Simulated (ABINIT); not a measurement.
**Positron calculation of P (part 1 of 2)**

The run: positron calculation of P (4 atoms in the cell). Method and program: Kohn-Sham DFT of a periodic cell, PBE, JTH PAW PBE v2.0, no spin polarisation (ABINIT 10.8.3).

The structure derives from a Materials Project entry.

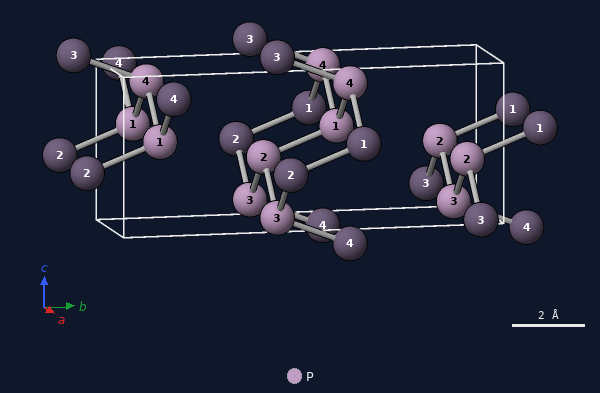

*The input geometry (ball-and-stick view of the cell 2 times as large as that of the calculation, set on its symmetry axes, seen slightly off an axis; neighbours outside the cell are drawn fainter; atoms are numbered from 1 in the order of the input).*

Near neighbours in the crystal (not all of them lie inside the picture): P has 3 P at 2.20 to 2.25 Å.

### The input
```
# Datasets
ndtset 2

# Pseudopotentials
pp_dirpath "./"
pseudos "P.GGA_PBE-JTH.xml"

# Structure
acell 3*1.0 Angstrom
rprim
     1.6477431241    -5.4650377251     0.0000000000
     1.6477431241     5.4650377251     0.0000000000
     0.0000000000     0.0000000000     4.5436355900
ntypat 1
znucl 15
natom 4
typat 1 1 1 1
chkprim 0
chksymtnons 0
tolsym 1.0e-6
xred
   0.9041431300   0.0958568700   0.5888151700
   0.0958568700   0.9041431300   0.4111848300
   0.5958568700   0.4041431300   0.0888151700
   0.4041431300   0.5958568700   0.9111848300

# Plane-wave basis
ecut 15.0
pawecutdg 30.0

# Exchange and correlation
ixc 11

# SCF cycle
nstep 80

# Output
iomode 3
prteig 0
prtebands 0
prtwf 0

# Dataset 1: electrons
kptopt1 1
ngkpt1 6 6 4
nshiftk1 1
shiftk1 0.0 0.0 0.0
nband1 14
occopt1 3
tsmear1 0.05 eV
tolvrs1 1.0e-10
prtden1 1

# Dataset 2: positron in the electrons' density
positron2 1
ixcpositron2 11
getden2 1
kptopt2 0
nkpt2 1
kpt2 0.0 0.0 0.0
nband2 1
occopt2 2
occ2 1.0
posocc2 1.0
toldfe2 1.0e-9
optforces2 0
optstress2 0
prtden2 0
```

Run on 1 thread of Arm Neoverse V1, 24 GiB of memory available, shared host.

Run as:
```bash
abinit run.abi > log 2>&1
```

### The program's output
```
.Version 10.8.3 of ABINIT
 DATASET    1 : space group Cm c a (# 64); Bravais oC (1-face-center ortho.)
================================================================================
 Values of the parameters that define the memory need for DATASET  1.
     intxc =       0    ionmov =       0      iscf =      17    lmnmax =       8
     lnmax =       4     mgfft =      40  mpssoang =       2    mqgrid =    3001
     natom =       4  nloc_mem =       2    nspden =       1   nspinor =       1
    nsppol =       1      nsym =       8    n1xccc =       1    ntypat =       1
    occopt =       3   xclevel =       2
       mpw =        1546          nfft =       48000          nkpt =          39
 PAW method is used; the additional fine FFT grid is defined by:
   mgfftf=        54    nfftf =    131220
================================================================================
================================================================================

 DATASET    2 : space group Cm c a (# 64); Bravais oC (1-face-center ortho.)
================================================================================
 Values of the parameters that define the memory need for DATASET  2.
     intxc =       0    ionmov =       0      iscf =      17    lmnmax =       8
     lnmax =       4     mgfft =      40  mpssoang =       2    mqgrid =    3001
     natom =       4  nloc_mem =       2    nspden =       1   nspinor =       1
    nsppol =       1      nsym =       8    n1xccc =       1    ntypat =       1
    occopt =       2   xclevel =       2
       mpw =         765          nfft =       48000          nkpt =           1
 PAW method is used; the additional fine FFT grid is defined by:
   mgfftf=        54    nfftf =    131220
================================================================================
================================================================================

--------------------------------------------------------------------------------
------------- Echo of variables that govern the present computation ------------
--------------------------------------------------------------------------------
 -outvars: echo values of preprocessed input variables --------
            acell      1.8897261259E+00  1.8897261259E+00  1.8897261259E+00 Bohr
              amu      3.09737620E+01
          chkprim           0
      chksymtnons           0
             ecut      1.50000000E+01 Hartree
           getden1          0
           getden2          1
              ixc          11
      ixcpositron1          1
      ixcpositron2         11
           jdtset        1    2
           kptopt1          1
           kptopt2          0
         kptrlatt        6    0    0      0    6    0      0    0    4
          kptrlen1     3.43449075E+01
          kptrlen2     3.00000000E+01
            natom           4
            nband1         14
            nband2          1
           ndtset           2
            ngfft          40      40      30
          ngfftdg          54      54      45
             nkpt1         39
             nkpt2          1
            nstep          80
             nsym           8
           ntypat           1
           occopt1          3
           occopt2          2
        optforces1          2
        optforces2          0
        optstress1          1
        optstress2          0
        pawecutdg      3.00000000E+01 Hartree
         positron1          0
         positron2          1
           prtden1          1
           prtden2          0
        prtebands           0
           prteig           0
            prtwf           0
            rprim      1.6477431241E+00 -5.4650377251E+00  0.0000000000E+00
                       1.6477431241E+00  5.4650377251E+00  0.0000000000E+00
                       0.0000000000E+00  0.0000000000E+00  4.5436355900E+00
           shiftk1     0.00000000E+00  0.00000000E+00  0.00000000E+00
           shiftk2     5.00000000E-01  5.00000000E-01  5.00000000E-01
          spgroup          64
           toldfe1     0.00000000E+00 Hartree
           toldfe2     1.00000000E-09 Hartree
           tolsym      1.00000000E-06
           tolvrs1     1.00000000E-10
           tolvrs2     0.00000000E+00
           tsmear1     1.83746611E-03 Hartree
           tsmear2     1.00000000E-02 Hartree
            typat      1  1  1  1
           useylm           1
           xangst      1.6477431241E+00 -4.4173149036E+00  2.6753615623E+00
                       1.6477431241E+00  4.4173149036E+00  1.8682740277E+00
                       1.6477431241E+00 -1.0477228215E+00  4.0354376734E-01
                       1.6477431241E+00  1.0477228215E+00  4.1400918227E+00
            xcart      3.1137832304E+00 -8.3475153797E+00  5.0557006406E+00
                       3.1137832304E+00  8.3475153797E+00  3.5305262404E+00
                       3.1137832304E+00 -1.9799091885E+00  7.6258720010E-01
                       3.1137832304E+00  1.9799091885E+00  7.8236396809E+00
             xred      9.0414313000E-01  9.5856870000E-02  5.8881517000E-01
                       9.5856870000E-02  9.0414313000E-01  4.1118483000E-01
                       5.9585687000E-01  4.0414313000E-01  8.8815170000E-02
                       4.0414313000E-01  5.9585687000E-01  9.1118483000E-01
            znucl       15.00000

================================================================================

 chkinp: Checking input parameters for consistency, jdtset=   1.

 chkinp: Checking input parameters for consistency, jdtset=   2.

================================================================================
== DATASET  1 ==================================================================

--- !DatasetInfo
iteration_state: {dtset: 1, }
dimensions: {natom: 4, nkpt: 39, mband: 14, nsppol: 1, nspinor: 1, nspden: 1, mpw: 1546, }
cutoff_energies: {ecut:  15.0, pawecutdg:  30.0, }
electrons: {nelect:   2.00000000E+01, charge:   0.00000000E+00, occopt:   3.00000000E+00, tsmear:   1.83746611E-03, }
meta: {optdriver: 0, ionmov: 0, optcell: 0, iscf: 17, paral_kgb: 0, }
...

 Exchange-correlation functional for the present dataset will be:
  GGA: Perdew-Burke-Ernzerhof functional - ixc=11
  J.P.Perdew, K.Burke, M.Ernzerhof, PRL 77, 3865 (1996)

 Real(R)+Recip(G) space primitive vectors, cartesian coordinates (Bohr,Bohr^-1):
 R(1)=  3.1137832-10.3274246  0.0000000  G(1)=  0.1605764 -0.0484148  0.0000000
 R(2)=  3.1137832 10.3274246  0.0000000  G(2)=  0.1605764  0.0484148  0.0000000
 R(3)=  0.0000000  0.0000000  8.5862269  G(3)=  0.0000000  0.0000000  0.1164656
 Unit cell volume ucvol=  5.5222080E+02 bohr^3
 Angles (23,13,12)=  9.00000000E+01  9.00000000E+01  1.46443224E+02 degrees

 Coarse grid specifications (used for wave-functions):

 getcut: wavevector=  0.0000  0.0000  0.0000  ngfft=  40  40  30
         ecut(hartree)=     15.000   => boxcut(ratio)=   2.00405

 Fine grid specifications (used for densities):

 getcut: wavevector=  0.0000  0.0000  0.0000  ngfft=  54  54  45
         ecut(hartree)=     30.000   => boxcut(ratio)=   2.03154

--- Pseudopotential description ------------------------------------------------
- pspini: atom type   1  psp file is ./P.GGA_PBE-JTH.xml
 Pseudopotential format is: paw10
 basis_size (lnmax)=  4 (lmn_size=  8), orbitals=   0   0   1   1
 Spheres core radius: rc_sph= 1.60765221
 Shapefunction is SIN type: shapef(r)=[sin(pi*r/rshp)/(pi*r/rshp)]**2
 Radius for shape functions =  1.60765221
 Compensation charge density is not taken into account in XC energy/potential

   3.55367256E+01                                ecore*ucvol(ha*bohr**3)
--------------------------------------------------------------------------------

================================================================================

--- !BeginCycle
iteration_state: {dtset: 1, }
solver: {iscf: 17, nstep: 80, nline: 4, wfoptalg: 10, }
tolerances: {tolvrs: 1.00E-10, }
...

     iter   Etot(hartree)      deltaE(h)  residm     nres2
 ETOT  1  -26.630968455775    -2.663E+01 2.538E-02 4.167E+00
 ETOT  2  -26.661304629730    -3.034E-02 3.525E-03 6.562E-01
 ETOT  3  -26.660324202413     9.804E-04 2.246E-03 6.762E-03
 ETOT  4  -26.660394484569    -7.028E-05 6.781E-04 1.194E-03
 ETOT  5  -26.660406292454    -1.181E-05 2.109E-04 2.482E-05
 ETOT  6  -26.660406361416    -6.896E-08 5.731E-04 4.071E-06
 ETOT  7  -26.660406418399    -5.698E-08 6.654E-04 3.214E-07
 ETOT  8  -26.660406420882    -2.482E-09 8.361E-04 2.429E-08
 ETOT  9  -26.660406420240     6.417E-10 3.510E-04 3.314E-09
 ETOT 10  -26.660406420092     1.482E-10 2.723E-04 2.923E-10
 ETOT 11  -26.660406420125    -3.351E-11 7.803E-05 2.490E-11

 At SCF step   11       nres2   =  2.49E-11 < tolvrs=  1.00E-10 =>converged.

 Cartesian components of stress tensor (hartree/bohr^3)
  sigma(1 1)= -6.96234421E-05  sigma(3 2)=  0.00000000E+00
  sigma(2 2)= -5.12348384E-05  sigma(3 1)=  0.00000000E+00
  sigma(3 3)= -6.52458491E-05  sigma(2 1)=  0.00000000E+00

--- !ResultsGS
iteration_state: {dtset: 1, }
comment   : Summary of ground state results
lattice_vectors:
- [  3.1137832, -10.3274246,   0.0000000, ]
- [  3.1137832,  10.3274246,   0.0000000, ]
- [  0.0000000,   0.0000000,   8.5862269, ]
lattice_lengths: [  10.78663,   10.78663,    8.58623, ]
lattice_angles: [ 90.000,  90.000, 146.443, ] # degrees, (23, 13, 12)
lattice_volume:   5.5222080E+02
convergence: {deltae: -3.351E-11, res2:  2.490E-11, residm:  7.803E-05, diffor: null, }
etotal    :  -2.66604064E+01
entropy   :   0.00000000E+00
fermie    :   2.50565442E-01
cartesian_stress_tensor: # hartree/bohr^3
- [ -6.96234421E-05,   0.00000000E+00,   0.00000000E+00, ]
- [  0.00000000E+00,  -5.12348384E-05,   0.00000000E+00, ]
- [  0.00000000E+00,   0.00000000E+00,  -6.52458491E-05, ]
pressure_GPa:   1.8251E+00
xred      :
- [  9.0414E-01,   9.5857E-02,   5.8882E-01,  P]
- [  9.5857E-02,   9.0414E-01,   4.1118E-01,  P]
- [  5.9586E-01,   4.0414E-01,   8.8815E-02,  P]
- [  4.0414E-01,   5.9586E-01,   9.1118E-01,  P]
cartesian_forces: # hartree/bohr
- [ -2.23191302E-19,   3.23960053E-03,  -6.16058874E-03, ]
- [ -4.57350206E-19,  -3.23960053E-03,   6.16058874E-03, ]
- [ -2.10489567E-19,  -3.23960053E-03,  -6.16058874E-03, ]
- [  8.91031075E-19,   3.23960053E-03,   6.16058874E-03, ]
force_length_stats: {min:   6.96045007E-03, max:   6.96045007E-03, mean:   6.96045007E-03, }
...

 Integrated electronic density in atomic spheres:
 ------------------------------------------------
 Atom  Sphere_radius  Integrated_density
    1        1.60765          1.56646930
    2        1.60765          1.56646930
    3        1.60765          1.56330500
    4        1.60765          1.56330500

================================================================================

 ----iterations are completed or convergence reached----

 Mean square residual over all n,k,spin=   21.286E-08; max=  78.032E-06
 reduced coordinates (array xred) for    4 atoms
       0.904143130000      0.095856870000      0.588815170000
       0.095856870000      0.904143130000      0.411184830000
       0.595856870000      0.404143130000      0.088815170000
       0.404143130000      0.595856870000      0.911184830000
 rms dE/dt=  4.0974E-02; max dE/dt=  5.2896E-02; dE/dt below (all hartree)
    1       0.033456730124     -0.033456730124      0.052896212626
    2      -0.033456730124      0.033456730124     -0.052896212626
    3      -0.033456730124      0.033456730124      0.052896212626
    4       0.033456730124     -0.033456730124     -0.052896212626

 cartesian coordinates (angstrom) at end:
    1      1.64774312410000    -4.41731490357999     2.67536156234390
    2      1.64774312410000     4.41731490357999     1.86827402765610
    3      1.64774312410000    -1.04772282152001     0.40354376734390
    4      1.64774312410000     1.04772282152001     4.14009182265610
```
